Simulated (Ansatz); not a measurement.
## Electronic structure of CoSi$_{35}$ (cell with a defect) in real space

```
Co Si
1.0
    -5.77692    3.33531   -6.36502
     5.77692    3.33531   -6.36502
     0.00000   -6.67061   -6.36502
Co Si
1 35
Cartesian
  -1.9283 -1.1118 -6.0054
  -3.8475 2.2081 -5.9636
  1.9085 -1.1062 -5.9641
  0.0147 2.2283 -12.3275
  -0.0057 2.2085 -5.9631
  -0.0138 -4.4345 -5.9626
  -1.9274 -1.1110 -12.3233
  3.8510 2.2235 -5.9668
  1.9358 -1.1008 -12.3271
  -0.0225 -2.2114 -2.8140
  -1.9272 1.0894 -2.8131
  -1.9278 1.1049 -9.1189
  1.9439 1.1243 -9.1790
  1.9264 1.1130 -2.7788
  -3.8474 -2.2197 -9.1188
  -0.0080 -2.2204 -9.1186
  -0.0034 4.4492 -9.1444
  3.8496 -2.2264 -9.1435
  3.8495 2.2251 -10.1010
  1.9237 -1.1074 -16.3095
  -3.8493 2.2226 -9.9444
  -0.0060 2.2230 -9.9434
  -0.0004 -4.4435 -9.9435
  0.0007 2.2212 -16.3081
  -1.9272 -1.1118 -9.9466
  -1.9272 -1.1117 -16.3154
  1.9212 -1.1144 -9.9428
  -0.0051 4.4500 -13.1440
  3.8499 -2.2288 -13.1436
  -1.9269 1.0210 -6.7227
  1.9291 1.1159 -6.7791
  -3.8489 -2.2205 -13.1329
  2.0021 1.1559 -13.0879
  -0.0801 -2.1767 -6.7223
  -0.0066 -2.2207 -13.1335
  -1.9268 1.1075 -13.1328
```

Spin-polarised.

Theory: Ansatz, DFT PBE, scalar-relativistic, plane waves, PAW.

In a PAW calculation such maps are meaningful between the atoms, not at the nuclei.

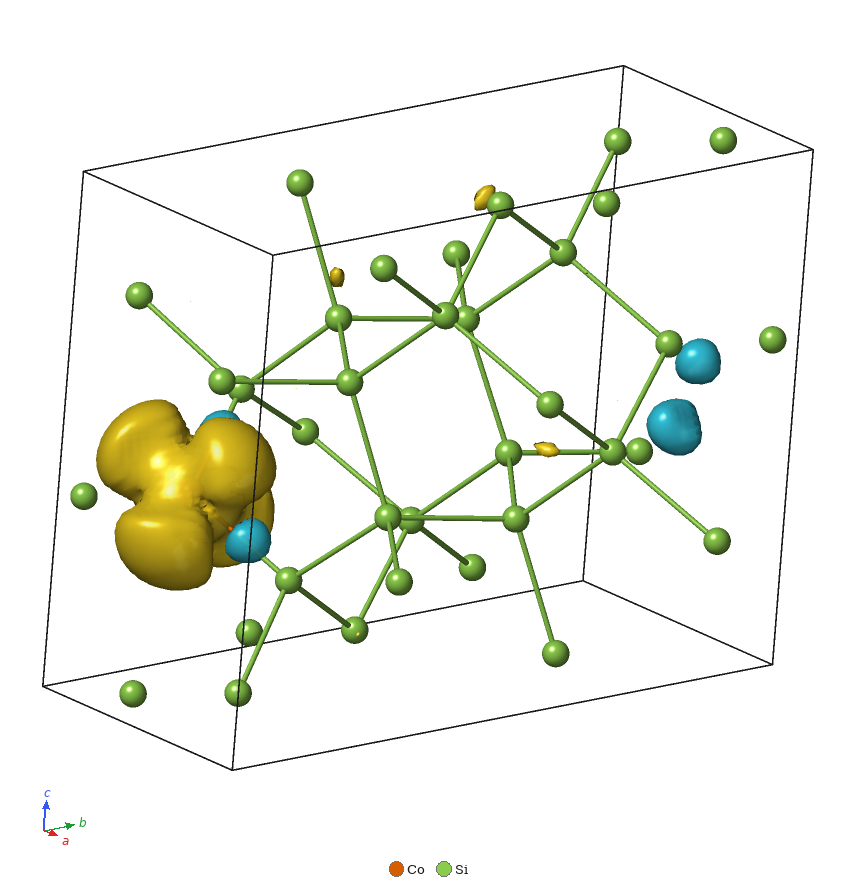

Figure 1. Isosurfaces of the magnetisation density (up minus down) at +0.008 (yellow) and −0.008 e/Å³ (cyan), seen slightly off an axis. Sticks mark near contacts.

> Which atoms carry the moments, and with what signs?

The spin density sits on Co: +0.6 μB in one cell of 36 atoms: a single local moment. The cell of the calculation (36 atoms) carries 1.0 μB of net spin moment.

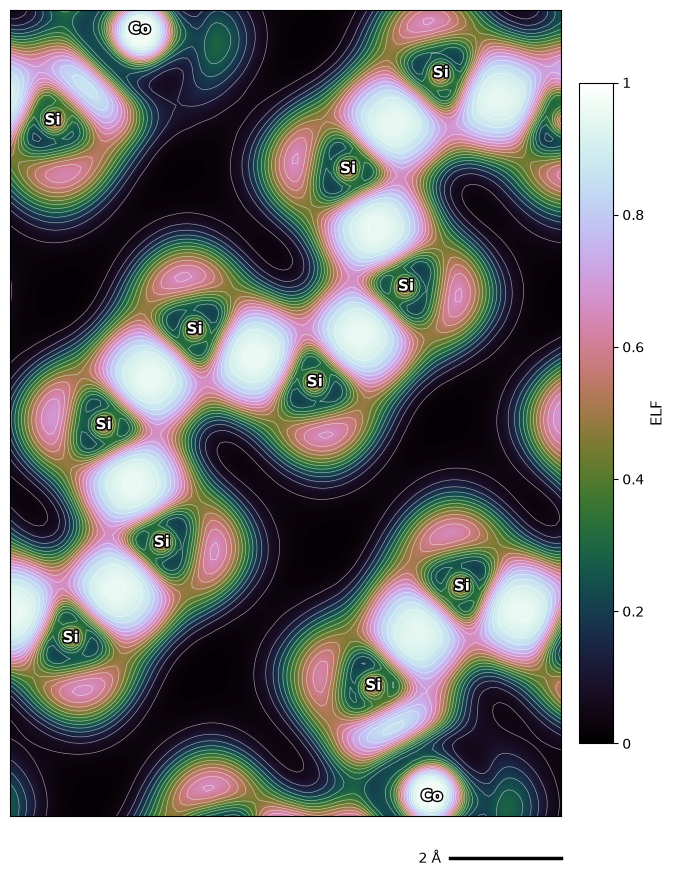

Figure 2. Electron localisation function on the (011̄) plane of the calculation cell.

> Describe what can be read from this map.

The section cuts through Co and Si sites.
Co–Si (2.27 Å): the ELF peaks at about 0.85 in the valence shell of Si, 0.9 Å from its nucleus, and is about 0.65 at the midpoint.
Si–Si (2.36 Å): the ELF peaks at about 0.95 between the atoms (a covalent bond).
The features right at Co lie inside the PAW spheres, where the map follows smoothed inner orbitals and isn't to be read closely.

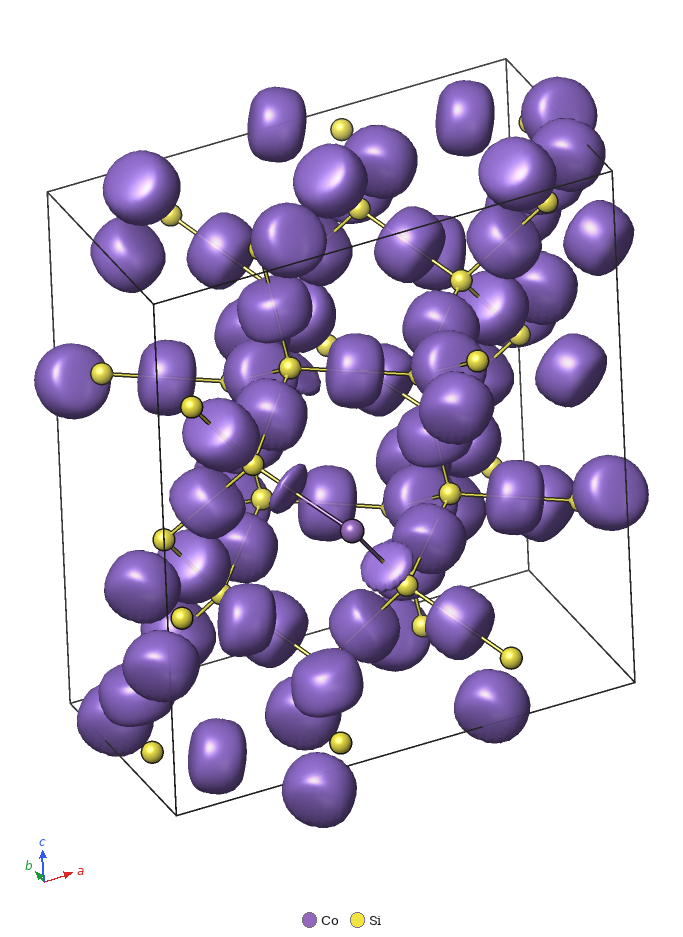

Figure 3. Isosurface of the ELF at 0.8 (purple), seen slightly off an axis. Core shells and regions of very low density are left out. Sticks mark near contacts.

> Where are the electrons localised?

The surface consists of 68 regions between bonded Si–Si atoms (shared pairs) and four lobes of the valence shell of Si pointing towards Co (polar bonds), counted in one cell of 36 atoms. Any copies at cell faces, edges or corners count once. Profiles from the grid: Co–Si (2.25 Å): the ELF peaks at about 0.85 in the valence shell of Si, 0.8 Å from its nucleus, and is about 0.65 at the midpoint.
